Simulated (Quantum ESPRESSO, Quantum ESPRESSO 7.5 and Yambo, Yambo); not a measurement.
**Quasiparticle gap of GaAs (F-43m) in Yambo**

Aim: the G0W0 gap of GaAs (F-43m) on PBE, step by step.

Calculated with Quantum ESPRESSO 7.5 and Yambo 5.3.0; PBE and many-body steps on it, plane waves.

**The experiments to reproduce.**

- Gap 1.51 eV: band-edge emission energy from PL (direct gap at Gamma); photoluminescence, 633 nm excitation; 77 K; bulk crystal (MBE GaAs matrix around a thin InAs wetting layer on semi-insulating GaAs (100)) (“Photoluminescence of InAs/GaAs quantum dots under direct two-photon excitation”, 2020, pmc:7331710).

- Gap 1.412 ± 0.01 eV: direct gap E0 at Gamma from ellipsometry; variable-angle spectroscopic ellipsometry, parametric critical-point fit; 300 K; bulk crystal (semi-insulating GaAs(001) reference substrate with native oxide) (“Evidence of valence band perturbations in GaAsN/GaAs(001): A combined variable-angle spectroscopic ellipsometry and modulated photoreflectance investigation”, 2008, arxiv:0805.2212).

- Gap 1.42 eV: fundamental direct gap E0 at Gamma, seen as sharp points in Psi and Delta; spectroscopic ellipsometry; 300 K; bulk crystal (semi-insulating GaAs (100) substrate) (“Ellipsometric study of the Electronic Structure of GaMnAs and LT-GaAs”, 2004, arxiv:cond-mat/0404304).

- Gap 1.418 ± 0.005 eV: direct gap E0 at Gamma from PR; modulated photoreflectance, low-field lineshape fit; 300 K; bulk crystal (semi-insulating GaAs(001) reference substrate) (“Evidence of valence band perturbations in GaAsN/GaAs(001): A combined variable-angle spectroscopic ellipsometry and modulated photoreflectance investigation”, 2008, arxiv:0805.2212).

This is a report of a sequence of runs, with most program output left out.

**1. Starting point**

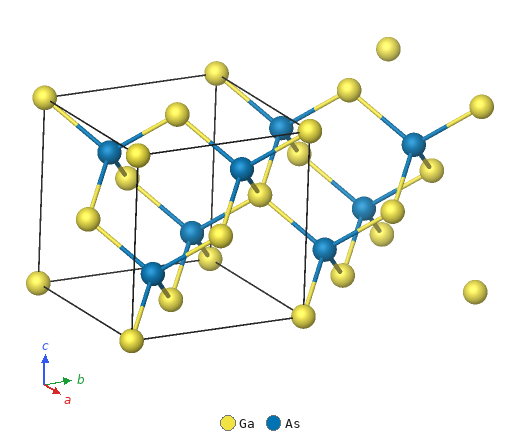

Start, viewed slightly off an axis; gallium yellow, arsenic blue. 1×2×1 cells are drawn. This picture shows the conventional cell, with its axes. Bonds to atoms that aren't drawn are left out. Some periodic images of atoms are drawn too.

Coordinates:

```cif
data_structure
_symmetry_space_group_name_H-M 'F-43m'
_symmetry_Int_Tables_number 216
_cell_length_a 5.6537
_cell_length_b 5.6537
_cell_length_c 5.6537
_cell_angle_alpha 90.000
_cell_angle_beta 90.000
_cell_angle_gamma 90.000
_cell_volume 180.72
loop_
_atom_site_label
_atom_site_type_symbol
_atom_site_symmetry_multiplicity
_atom_site_Wyckoff_symbol
_atom_site_fract_x
_atom_site_fract_y
_atom_site_fract_z
_atom_site_occupancy
Ga1 Ga 4 a 0.00000 0.00000 0.00000 1
As1 As 4 d 0.25000 0.25000 0.75000 1
```

The cell and positions come from the Crystallography Open Database and are kept as given unless a step says otherwise.

**2. Ground state**

This step: Quantum ESPRESSO 7.5; DFT, PBE, plane waves, norm-conserving pseudopotentials.

The ground-state density comes first.

File pw.in:

```
&control
  calculation = 'scf'
  prefix = 'x'
  outdir = 'o'
  pseudo_dir = 'pseudo'
/
&system
  ibrav = 0
  nat = 2
  ntyp = 2
  ecutwfc = 104.0
  nbnd = 27
  force_symmorphic = .true.
/
&electrons
  conv_thr = 1e-10
  electron_maxstep = 80
  mixing_beta = 0.5
/
ATOMIC_SPECIES
  Ga 69.723 Ga.upf
  As 74.922 As.upf
CELL_PARAMETERS angstrom
  0.0000000000 2.8268500000 2.8268500000
  2.8268500000 0.0000000000 2.8268500000
  2.8268500000 2.8268500000 -0.0000000000
ATOMIC_POSITIONS crystal
  Ga 0.0000000000 0.0000000000 0.0000000000
  As 0.2500000000 0.2500000000 0.2500000000
K_POINTS automatic
  6 6 6 0 0 0
```

The run is started by

```console
> OMP_NUM_THREADS=1 mpirun -n 8 pw.x -nk 8 -in pw.in > pw.out
```

Run time: 5.9 s. Hardware: 8 MPI ranks of AMD EPYC 7R43, shared host; peak memory 0.65 GiB.

Numbers from this step:

- total energy: -15064.4168 eV
- gap: 0.5181 eV
- k of the valence top: 0, 0, 0
- k of the conduction bottom: 0, 0, 0
- least direct gap: 0.5181 eV

The gap is direct, at Γ.

**3. Bands along the symmetry lines**

The cheap functional maps the bands first; the places of the edges decide which points the dearer methods must see.

File pw.in:

```
&control
  calculation = 'bands'
  prefix = 'x'
  outdir = 'o'
  pseudo_dir = 'pseudo'
/
&system
  ibrav = 0
  nat = 2
  ntyp = 2
  ecutwfc = 104.0
  nbnd = 28
  force_symmorphic = .true.
/
&electrons
  conv_thr = 1e-9
  electron_maxstep = 80
  diago_full_acc = .true.
  diago_thr_init = 5e-6
/
ATOMIC_SPECIES
  Ga 69.723 Ga.upf
  As 74.922 As.upf
CELL_PARAMETERS angstrom
  0.0000000000 2.8268500000 2.8268500000
  2.8268500000 0.0000000000 2.8268500000
  2.8268500000 2.8268500000 -0.0000000000
ATOMIC_POSITIONS crystal
  Ga 0.0000000000 0.0000000000 0.0000000000
  As 0.2500000000 0.2500000000 0.2500000000
K_POINTS crystal
  50
  0.00000000 0.00000000 0.00000000 1
  -0.06250000 -0.06250000 0.00000000 1
  -0.12500000 -0.12500000 0.00000000 1
  -0.18750000 -0.18750000 0.00000000 1
  -0.25000000 -0.25000000 0.00000000 1
  -0.31250000 -0.31250000 0.00000000 1
  -0.37500000 -0.37500000 0.00000000 1
  -0.43750000 -0.43750000 0.00000000 1
  -0.50000000 -0.50000000 0.00000000 1
  -0.48437500 -0.48437500 0.03125000 1
  -0.46875000 -0.46875000 0.06250000 1
  -0.45312500 -0.45312500 0.09375000 1
  -0.43750000 -0.43750000 0.12500000 1
  -0.42187500 -0.42187500 0.15625000 1
  -0.40625000 -0.40625000 0.18750000 1
  -0.39062500 -0.39062500 0.21875000 1
  -0.37500000 -0.37500000 0.25000000 1
  -0.37500000 0.00000000 0.37500000 1
  -0.32812500 0.00000000 0.32812500 1
  -0.28125000 0.00000000 0.28125000 1
  -0.23437500 0.00000000 0.23437500 1
  -0.18750000 0.00000000 0.18750000 1
  -0.14062500 0.00000000 0.14062500 1
  -0.09375000 0.00000000 0.09375000 1
  -0.04687500 0.00000000 0.04687500 1
  0.00000000 0.00000000 0.00000000 1
  0.00000000 0.00000000 0.06250000 1
  0.00000000 0.00000000 0.12500000 1
  0.00000000 0.00000000 0.18750000 1
  0.00000000 0.00000000 0.25000000 1
  0.00000000 0.00000000 0.31250000 1
  0.00000000 0.00000000 0.37500000 1
  0.00000000 0.00000000 0.43750000 1
  -0.00000000 -0.00000000 0.50000000 1
  -0.06250000 -0.03125000 0.46875000 1
  -0.12500000 -0.06250000 0.43750000 1
  -0.18750000 -0.09375000 0.40625000 1
  -0.25000000 -0.12500000 0.37500000 1
  -0.31250000 -0.15625000 0.34375000 1
  -0.37500000 -0.18750000 0.31250000 1
  -0.43750000 -0.21875000 0.28125000 1
  -0.50000000 -0.25000000 0.25000000 1
  -0.50000000 -0.28125000 0.21875000 1
  -0.50000000 -0.31250000 0.18750000 1
  -0.50000000 -0.34375000 0.15625000 1
  -0.50000000 -0.37500000 0.12500000 1
  -0.50000000 -0.40625000 0.09375000 1
  -0.50000000 -0.43750000 0.06250000 1
  -0.50000000 -0.46875000 0.03125000 1
  -0.50000000 -0.50000000 0.00000000 1
```

Run time: 4 s. Hardware: 8 MPI ranks; peak memory 0.61 GiB.

Numbers from this step:

* gap: 0.5181 eV
* k of the valence top: 0, 0, 0
* k of the conduction bottom: 0, 0, 0
* least direct gap: 0.5181 eV

The gap is 0.518 eV, as in the run before at this level.

Electronic bands along the path, in eV, zero at the top of the highest filled band:

| point | band 19 | band 20 | band 21 | band 22 | band 23 | band 24 | band 25 | band 26 |
| --- | --- | --- | --- | --- | --- | --- | --- | --- |
| Γ | -12.73 | 0.00 | 0.00 | 0.00 | 0.52 | 3.74 | 3.74 | 3.74 |
| X | -10.22 | -6.81 | -2.68 | -2.68 | 1.47 | 1.66 | 10.18 | 10.18 |
| U | -10.26 | -6.63 | -3.86 | -2.26 | 1.97 | 4.64 | 7.96 | 8.07 |
| jump to K | -10.26 | -6.63 | -3.86 | -2.26 | 1.97 | 4.64 | 7.96 | 8.07 |
| Γ | -12.73 | 0.00 | 0.00 | 0.00 | 0.52 | 3.74 | 3.74 | 3.74 |
| L | -10.96 | -6.63 | -1.14 | -1.14 | 1.00 | 4.64 | 4.64 | 7.76 |
| W | -10.17 | -6.63 | -3.53 | -3.34 | 4.62 | 4.73 | 5.42 | 6.05 |
| X | -10.22 | -6.81 | -2.68 | -2.68 | 1.47 | 1.66 | 10.18 | 10.18 |

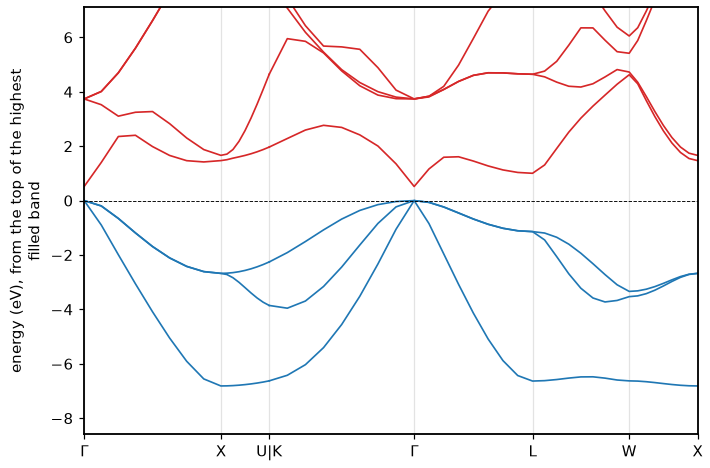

Electronic bands along the path; lines of filled and empty bands in two colours.

**4. Empty states on the mesh, 4×4×4 mesh, 88 bands**

The sums over transitions need many empty states on a uniform mesh; this step solves for them.

File pw.in:

```
&control
  calculation = 'nscf'
  prefix = 'x'
  outdir = 'o'
  pseudo_dir = 'pseudo'
/
&system
  ibrav = 0
  nat = 2
  ntyp = 2
  ecutwfc = 104.0
  nbnd = 88
  force_symmorphic = .true.
/
&electrons
  conv_thr = 1e-9
  electron_maxstep = 80
  diago_full_acc = .true.
  diago_thr_init = 5e-6
/
ATOMIC_SPECIES
  Ga 69.723 Ga.upf
  As 74.922 As.upf
CELL_PARAMETERS angstrom
  0.0000000000 2.8268500000 2.8268500000
  2.8268500000 0.0000000000 2.8268500000
  2.8268500000 2.8268500000 -0.0000000000
ATOMIC_POSITIONS crystal
  Ga 0.0000000000 0.0000000000 0.0000000000
  As 0.2500000000 0.2500000000 0.2500000000
K_POINTS automatic
  4 4 4 0 0 0
```

The run is started by

```console
> OMP_NUM_THREADS=1 mpirun -n 8 pw.x -nk 4 -in pw.in > pw.out
```

Elapsed: 3.9 s, on 8 MPI ranks; peak memory 0.61 GiB; 28 s of CPU time.

This step gave:

```
gap                                                           : 0.5181 eV
k of the valence top                                          : 0, 0, 0
k of the conduction bottom                                    : 0, 0, 0
least direct gap                                              : 0.5181 eV
k points computed                                             : 8
lowest point of the top converged band, above the valence top : 64.3850 eV
```

On this mesh the gap is 0.518 eV.

**5. Conversion and set-up**

This step: Yambo 5.3.0; conversion and set-up on PBE, plane waves, norm-conserving pseudopotentials.

The states are converted to the many-body program's format and the q mesh is built.

The run is started by

```console
> (cd o/x.save; p2y > p2y.log; mv SAVE ../..); yambo > setup.log
```

The job ended after 4 s (1 MPI rank; peak memory 0.25 GiB).

**6. Screening and self-energy, 4×4×4 mesh, 88 bands, screening to 129.3 eV**

Now the one-shot GW correction: screening in the RPA, then the self-energy of the levels asked for.

This step: G0W0 on PBE, plane waves, norm-conserving pseudopotentials.

File gw1.in:

```
HF_and_locXC
gw0
dyson
ppa
em1d
rim_cut
RandQpts= 1000000
RandGvec= 1 RL
EXXRLvcs= 104 Ry
VXCRLvcs= 416 Ry
Chimod= "HARTREE"
% BndsRnXp
 1 | 88 |
%
NGsBlkXp= 9.5 Ry
% LongDrXp
 1 | 1 | 1 |
%
% GbndRnge
 1 | 88 |
%
DysSolver= "n"
ExtendOut
PPAPntXp= 27.21138 eV
% QPkrange
 1 | 1 | 21 | 24 |
%
```

The run is started by

```console
> OMP_NUM_THREADS=1 mpirun -n 8 yambo -F gw1.in -J gw1 -C gw1 > gw1.log
```

Wall time 53 s (8 MPI ranks); peak memory 4.3 GiB.

Numbers from this step:

* G0W0 gap on the points computed: 1.195 eV
* starting gap on the mesh: 0.5181 eV
* k of the valence top: 0, 0, 0
* k of the conduction bottom: 0, 0, 0
* least direct G0W0 gap on the computed points: 1.195 eV
* Z at the valence top: 0.7950
* Z at the conduction bottom: 0.7986

The gap on the mesh goes from 0.52 eV to 1.20 eV, a correction of +0.68 eV.

Limits: finite bands, cutoff and mesh; no spin-orbit coupling; coarse k mesh. v1 is the top filled band, c1 the lowest empty one. The levels before and after the correction (eV, zero at the valence-band top of each column):

|  | conduction bottom | valence top |
| --- | --- | --- |
| Kohn-Sham | 0.52 | 0.00 |
| G0W0 | 1.20 | 0.00 |

|  | level | energy (eV) |
| --- | --- | --- |
| Kohn-Sham | Γ v2-v1 | 0.000 |
| Kohn-Sham | Γ c1 | 0.518 |
| Kohn-Sham | Γ c2 | 3.737 |
| G0W0 | Γ v2-v1 | 0.000 |
| G0W0 | Γ c1 | 1.195 |
| G0W0 | Γ c2 | 4.276 |

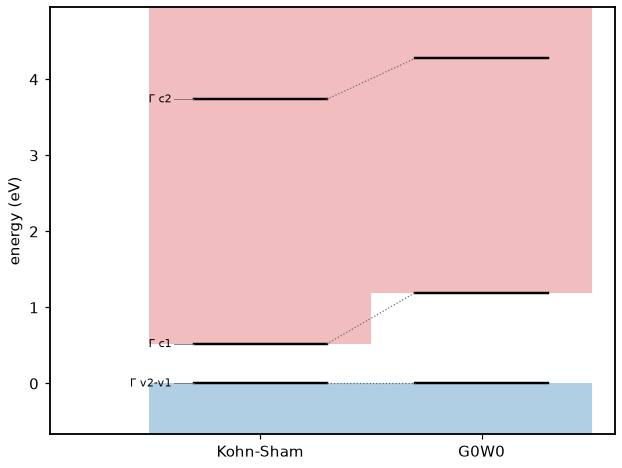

Levels before and after the correction. Shaded: valence and conduction bands.

**7. Where the time went**

Times are wall times on the hardware named with each run, good to a factor of about two.

| step | time | share | memory (GiB) |
| --- | --- | --- | --- |
| ground state | 5.9 s | 8 % | 0.65 |
| bands along the symmetry lines | 4 s | 6 % | 0.61 |
| empty states on the mesh | 3.9 s | 5 % | 0.61 |
| conversion and set-up | 4 s | 6 % | 0.25 |
| screening and self-energy | 53 s | 75 % | 4.3 |

**8. Results**

| Property | Result |
| --- | --- |
| PBE gap | 0.52 eV, direct |
| G0W0 gap on the mesh | 1.20 eV |
| GW settings | 4×4×4 mesh, 88 bands, screening to 129.3 eV, Godby-Needs plasmon pole |
| known limits | not at the basis limit; no spin-orbit coupling; coarse k mesh |

In words: G0W0 moves the gap on the mesh from 0.52 eV to 1.20 eV (+0.68 eV), with Z of 0.80 and 0.80 at the edges. Only 1 of the mesh's irreducible points was corrected, so a valley elsewhere could overtake. The dearest step here is «screening and self-energy». Against experiment, by G0W0@PBE: the direct gap of 1.20 eV lies −0.31 eV from the measured 1.51 eV (exciton, 77 K, 2020); the direct gap of 1.20 eV lies −0.22 eV from the measured 1.412 ± 0.01 eV (direct, 300 K, 2008); the direct gap of 1.20 eV lies −0.22 eV from the measured 1.42 eV (direct, 300 K, 2004); the direct gap of 1.20 eV lies −0.22 eV from the measured 1.418 ± 0.005 eV (direct, 300 K, 2008). An exciton line or allowed optical edge lies below the quasiparticle gap by the binding energy; a forbidden edge can push the onset above it. The calculation has static nuclei and no excitons; a measured gap holds zero-point and thermal motion, which mostly lowers it. Bands and cutoff are finite, so the gap is not at the basis limit. The miss can reach some tenths of an eV and take either sign; the mesh is an error of its own. In the G0W0 run levels were corrected at 1 k point alone, so a gap called «on the mesh» is the least over those, and an edge elsewhere would be missed. The 4×4×4 mesh is coarse for this cell, which bears on the long-range parts of exchange and screening. The many-body steps are scalar-relativistic: spin-orbit coupling is not in them.

[Paths, hosts, dates, memory and timing lines, banners, echoed tables and standing remarks are left out of the program output.]

[Logs are printed without paths, hosts, clocks, repeated set-up lines and the standing remarks that a program may print on its own settings, such as how far it seeks lower states.]

[Runs of the session that timed out or met a known fault of the program may be left out.]

[Hosts, paths, dates, database ids (printed as entryN), source tags and the programs' standing remarks are cut or masked in the printed files.]
